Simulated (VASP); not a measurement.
## Single-point calculation of ZrSe2 (part 1 of 2)

The run: single-point calculation of ZrSe2 (P-3m1, 3 atoms in the cell). Method and program: Kohn-Sham DFT of a periodic cell, PBE, spin-orbit coupling, VASP PAW PBE potentials, recommended, no spin polarisation (VASP 6.6.1).

The structure derives from an entry of the Crystallography Open Database. It belongs to a series of runs on one base structure; here: grid = ENCUT=300 k=5x5x3 EDIFF=1e-07 PREC=Accurate LASPH=True LREAL=False SIGMA=0.02.

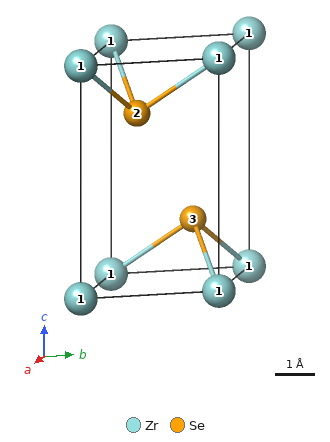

**Figure 1.** The structure (ball-and-stick view of the cell of the calculation, seen slightly off an axis; atoms are numbered from 1 in the order of the input). Near neighbours in the crystal (not all of them lie inside the picture): Zr has 6 Se at 2.68 Å; Se has 3 Zr at 2.68 Å.

**Key numbers**

| quantity | value |
| --- | --- |
| outcome | converged |
| space group (tolerance 0.01 Å) | P-3m1 (164) |
| electrons treated | 24 |
| free energy | −19.6303 eV |
| Fermi energy | 4.560 eV |
| gap on the k-point mesh | 0.31 eV |
| pressure | 2.09 GPa |
| largest force (length of the vector) | 0.294 eV/Å |
| hardware | 1 thread of Intel Xeon (Sapphire Rapids), 176 GiB of memory available, shared host |
| wall time | 45 s |
| peak memory | 0.23 GiB |

**Remarks**

Settings chosen away from the usual ones: grid = ENCUT=300 k=5x5x3 EDIFF=1e-07 PREC=Accurate LASPH=True LREAL=False SIGMA=0.02. The settings depart from the standard set-up of this series, which can bear on the numbers.

**INCAR**
```
ALGO = Normal
EDIFF = 1E-7
ENCUT = 300
GGA = PE
GGA_COMPAT = False
ISIF = 2
ISMEAR = 0
LASPH = True
LCHARG = False
LMAXMIX = 4
LORBIT = 11
LREAL = False
LSORBIT = True
LWAVE = False
MAGMOM = 0 0 0 0 0 0 0 0 0
NBANDS = 40
NELM = 100
PREC = Accurate
SIGMA = 0.02
```

**KPOINTS**
```
k-points
0
Gamma
  5 5 3
```

**POSCAR**
```
ZrSe2
1.0
    3.7980000000      0.0000000000      0.0000000000
   -1.8990000000      3.2891644836      0.0000000000
    0.0000000000      0.0000000000      6.1920000000
Zr Se
1 2
Direct
    0.0000000000      0.0000000000      0.0000000000
    0.6666666667      0.3333333333      0.7500000000
    0.3333333333      0.6666666667      0.2500000000
```

Run as:
```bash
cat potpaw_PBE.64/Zr_sv/POTCAR potpaw_PBE.64/Se/POTCAR > POTCAR
mpirun -np 1 vasp_ncl > vasp.out
```

**OSZICAR**
```
N       E                     dE             d eps       ncg     rms          rms(c)
DAV:   1     0.125299785091E+03    0.12530E+03   -0.82836E+03  1000   0.725E+02
DAV:   2    -0.112983550436E+02   -0.13660E+03   -0.13011E+03  1208   0.220E+02
DAV:   3    -0.206982972964E+02   -0.93999E+01   -0.92947E+01  1400   0.473E+01
DAV:   4    -0.212717360566E+02   -0.57344E+00   -0.56970E+00  1392   0.914E+00
DAV:   5    -0.212796957662E+02   -0.79597E-02   -0.79595E-02  1296   0.110E+00    0.137E+01
DAV:   6    -0.196869230771E+02    0.15928E+01   -0.21179E+00   984   0.114E+01    0.536E+00
DAV:   7    -0.196301792377E+02    0.56744E-01   -0.41461E-01  1224   0.344E+00    0.263E+00
DAV:   8    -0.196293477657E+02    0.83147E-03   -0.70639E-02  1168   0.142E+00    0.608E-01
DAV:   9    -0.196299812992E+02   -0.63353E-03   -0.62562E-03  1176   0.466E-01    0.410E-01
DAV:  10    -0.196301921676E+02   -0.21087E-03   -0.78726E-04  1272   0.191E-01    0.112E-01
DAV:  11    -0.196302755490E+02   -0.83381E-04   -0.15447E-04  1192   0.841E-02    0.439E-02
DAV:  12    -0.196302732837E+02    0.22653E-05   -0.12184E-05  1216   0.259E-02    0.118E-02
DAV:  13    -0.196302792787E+02   -0.59950E-05   -0.10189E-05  1112   0.164E-02    0.661E-03
DAV:  14    -0.196302802169E+02   -0.93815E-06   -0.78706E-07  1112   0.437E-03    0.428E-03
DAV:  15    -0.196302804730E+02   -0.25613E-06   -0.21855E-07  1064   0.254E-03    0.781E-04
DAV:  16    -0.196302805659E+02   -0.92911E-07   -0.76273E-08   976   0.138E-03
   1 F= -.19630281E+02 E0= -.19630281E+02  d E =-.233816E-23  mag=     0.0000     0.0000    -0.0000
```

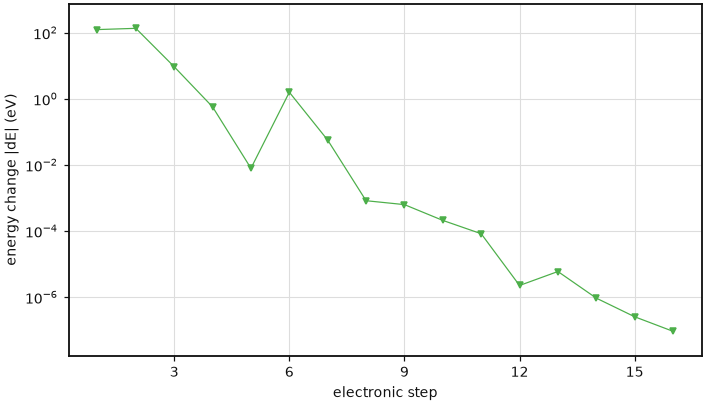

**Figure 2.** Convergence of the self-consistent field: energy change |dE| against the electronic step. It takes 16 electronic steps. The density is held fixed in the first few steps, and dE rises again when its update begins.

**Parts of OUTCAR**
```
EDIFF = 1E-7
   ENCUT = 300
   GGA = PE
   ISIF = 2
   ISMEAR = 0
   LASPH = True
   LORBIT = 11
   LREAL = False
   LSORBIT = True
   NELM = 100
   PREC = Accurate

 Found     12 irreducible k-points:

 Following reciprocal coordinates:
            Coordinates               Weight
  0.000000  0.000000  0.000000      1.000000
  0.200000 -0.000000  0.000000      6.000000
  0.400000 -0.000000  0.000000      6.000000
  0.200000  0.200000  0.000000      6.000000
  0.400000  0.200000  0.000000      6.000000
  0.000000  0.000000  0.333333      2.000000
   k-points           NKPTS =     12   k-points in BZ     NKDIM =     12   number of bands    NBANDS=     40
   number of dos      NEDOS =    301   number of ions     NIONS =      3
   total plane-waves  NPLWV =  20736
   dimension x,y,z NGX =    24 NGY =   24 NGZ =   36
   dimension x,y,z NGXF=    48 NGYF=   48 NGZF=   72
   ions per type =               1   2
   NGX,Y,Z   is equivalent  to a cutoff of  10.51, 10.51,  9.67 a.u.
   NGXF,Y,Z  is equivalent  to a cutoff of  21.01, 21.01, 19.33 a.u.
 SYSTEM =  unknown system
   PREC   = accura    normal or accurate (medium, high low for compatibility)
   ISTART =      0    job   : 0-new  1-cont  2-samecut
   ICHARG =      2    charge: 1-file 2-atom 10-const
   ISPIN  =      1    spin polarized calculation?
   LNONCOLLINEAR =      T non collinear calculations
   LSORBIT =      T    spin-orbit coupling
   LASPH  =      T    aspherical Exc in radial PAW
   ENCUT  =  300.0 eV  22.05 Ry    4.70 a.u.   5.36  5.36  8.74*2*pi/ulx,y,z
   NELM   =    100;   NELMIN=  2; NELMDL= -5     # of ELM steps
   EDIFF  = 0.1E-06   stopping-criterion for ELM
   LREAL  =      F    real-space projection
   EDIFFG = 0.1E-05   stopping-criterion for IOM
   NSW    =      0    number of steps for IOM
   IBRION =     -1    ionic relax: 0-MD 1-quasi-New 2-CG
   NFREE  =      0    steps in history (QN), initial steepest desc. (CG)
   ISIF   =      2    stress and relaxation
   ISYM   =      2    0-nonsym 1-usesym 2-fastsym
   POTIM  = 0.5000    time-step for ionic-motion
   TEBEG  =    0.0;   TEEND  =   0.0 temperature during run
   PSTRESS=    0.0 pullay stress
   NELECT =      24.0000    total number of electrons
   NUPDOWN=      -1.0000    fix difference up-down
   EMIN   =  10.00;   EMAX   =-10.00  energy-range for DOS
   EFERMI =   0.00;   METHOD = LEGACY
   ISMEAR =     0;   SIGMA  =   0.02  broadening in eV -4-tet -1-fermi 0-gaus
   EFERMI_NEDOS =   21; number of points for ismear=-14 and -15
   IALGO  =     38    algorithm
   IMIX   =      4    mixing-type and parameters
     AMIX     =   0.40;   BMIX     =  1.00
     AMIX_MAG =   1.60;   BMIX_MAG =  1.00
  volume/ion in A,a.u.               =      25.78       174.00
  Fermi-wavevector in a.u.,A,eV,Ry     =   1.108293  2.094371 16.712230  1.228314
  Thomas-Fermi vector in A             =   2.244819
   LORBIT       =     11    0 simple, 1 ext, 2 COOP (PROOUT), +10 PAW based schemes
   GGA     = PE    functional components
   LHFCALC =     F    Hartree Fock is set to
   AEXX    =    0.0000 exact exchange contribution
   IVDW    =     0    specifies the selected vdW correction
   LEPSILON=     F    determine dielectric tensor
   LRPA    =     F    only Hartree local field effects (RPA)
 Gauss-broadening in eV      SIGMA  =   0.02
  energy-cutoff  :      300.00
  volume of cell :       77.35
 maximum number of plane-waves:      1882
 NGX is ok and might be reduce to    24
   NGX = 11   NGY = 11   NGZ = 17

 number of electron      24.0000004 magnetization       0.0000000      0.0000000      0.0000000

 number of electron      24.0000004 magnetization       0.0000000     -0.0000000     -0.0000000

 number of electron      24.0000004 magnetization      -0.0000000     -0.0000000     -0.0000000

 number of electron      24.0000004 magnetization       0.0000000     -0.0000000      0.0000000

 Free energy of the ion-electron system (eV)
  ---------------------------------------------------
  ext. energy  EPLUGINS =         0.00000000
  ---------------------------------------------------
  free energy    TOTEN  =       -19.63028057 eV

  energy without entropy =      -19.63028057  energy(sigma->0) =      -19.63028057

 E-fermi :   4.5605     XC(G=0):  -9.4452     alpha+bet :-10.3490

 val. band max:        4.3903419631   @ k =   0.0000   0.0000   0.0000
 cond. band min:       4.6981826124   @ k =   0.0000   0.4000   0.3333
 fundamental gap:      0.3078406493
 Fermi energy:         4.5604836823

 k-point     1 :       0.0000    0.0000    0.0000
  band No.  band energies     occupation
      1     -45.2377      1.00000
      2     -45.2377      1.00000
      3     -24.3869      1.00000
      4     -24.3869      1.00000
      5     -22.7078      1.00000
      6     -22.7078      1.00000
      7     -22.6224      1.00000
      8     -22.6224      1.00000
      9      -8.9465      1.00000
     10      -8.9465      1.00000
     11      -7.6914      1.00000
     12      -7.6914      1.00000
     13      -0.4276      1.00000
     14      -0.4276      1.00000
     15       1.4489      1.00000
     16       1.4489      1.00000
     17       1.5784      1.00000
     18       1.5784      1.00000
     19       3.9007      1.00000
     20       3.9007      1.00000
     21       4.3591      1.00000
     22       4.3591      1.00000
     23       4.3903      1.00000
     24       4.3903      1.00000
     25       5.2735      0.00000
     26       5.2735      0.00000
     27       5.2833      0.00000
     28       5.2833      0.00000
     29       5.8241      0.00000
     30       5.8241      0.00000
     31       8.5198      0.00000
     32       8.5198      0.00000
     33       8.6394      0.00000
     34       8.6394      0.00000
     35       9.0193      0.00000
     36       9.0193      0.00000

 k-point     2 :       0.2000   -0.0000    0.0000
  band No.  band energies     occupation
      1     -45.2334      1.00000
      2     -45.2334      1.00000
      3     -24.4032      1.00000
      4     -24.4032      1.00000
      5     -22.7169      1.00000
      6     -22.7169      1.00000
      7     -22.6591      1.00000
      8     -22.6591      1.00000
      9      -8.6103      1.00000
     10      -8.6103      1.00000
     11      -7.7278      1.00000
     12      -7.7278      1.00000
     13       0.0854      1.00000
     14       0.0854      1.00000
     15       1.1278      1.00000
     16       1.1278      1.00000
     17       1.6925      1.00000
     18       1.6925      1.00000
     19       2.0985      1.00000
     20       2.0985      1.00000
     21       3.3158      1.00000
     22       3.3158      1.00000
     23       3.9599      1.00000
     24       3.9599      1.00000
     25       5.2184      0.00000
     26       5.2184      0.00000
     27       6.1603      0.00000
     28       6.1603      0.00000
     29       6.3519      0.00000
     30       6.3519      0.00000
     31       8.2398      0.00000
     32       8.2398      0.00000
     33       8.5969      0.00000
     34       8.5969      0.00000
     35      10.6648      0.00000
     36      10.6648      0.00000

 k-point     3 :       0.4000   -0.0000    0.0000
  band No.  band energies     occupation
      1     -45.2267      1.00000
      2     -45.2267      1.00000
      3     -24.4319      1.00000
      4     -24.4319      1.00000
      5     -22.7648      1.00000
      6     -22.7648      1.00000
      7     -22.6819      1.00000
      8     -22.6819      1.00000
      9      -8.0314      1.00000
     10      -8.0314      1.00000
     11      -7.7387      1.00000
     12      -7.7387      1.00000
     13      -0.0582      1.00000
     14      -0.0582      1.00000
     15       1.0991      1.00000
     16       1.0991      1.00000
     17       1.3935      1.00000
     18       1.3935      1.00000
     19       1.7678      1.00000
     20       1.7678      1.00000
     21       2.4721      1.00000
     22       2.4721      1.00000
     23       2.9319      1.00000
     24       2.9319      1.00000
     25       4.8642      0.00000
     26       4.8642      0.00000
     27       6.6658      0.00000
     28       6.6658      0.00000
     29       7.0363      0.00000
     30       7.0363      0.00000
     31       8.9872      0.00000
     32       8.9872      0.00000
     33       9.1776      0.00000
     34       9.1776      0.00000
     35      10.5811      0.00000
     36      10.5811      0.00000
```
